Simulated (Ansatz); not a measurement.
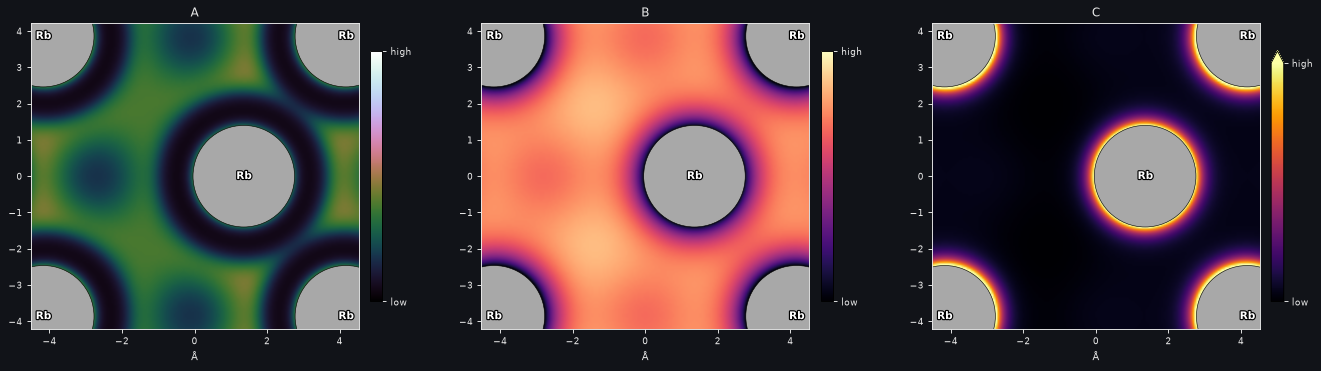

Rb: 3 fields on the (100) plane of the standardised cell, with unlabelled colour scales. Grey discs cover the atomic cores.

Space group C2/c; set up as Rb, beta-Sn type; a generated structure, not necessarily the stable one.

These are results of Ansatz 0.2.0, DFT, LDA (PW92), plane waves (420 eV) with PAW, fully relativistic with spin-orbit coupling, not measurements.

```
Rb
1.0
     0.58440    0.58440   -4.80149
     5.90024   -5.90024    0.00000
    -5.37994   -5.37994   -1.33041
Rb
4
Direct
  0.50000 0.66869 0.75000
  0.00000 0.16869 0.75000
  0.50000 0.33131 0.25000
  0.00000 0.83131 0.25000
```

### Which field does each panel show? The fields are: electron localisation function, electrostatic potential energy of an electron and valence pseudo-density.

Panel A: electron localisation function. Panel B: electrostatic potential energy of an electron (low next to the atoms, rising into the space between them). Panel C: valence pseudo-density. From the grid: Rb–Rb (4.78 Å): ρ is about 0.02 e/Å³ halfway; the ELF is about 0.15 at the midpoint: no localised pair shows between them.
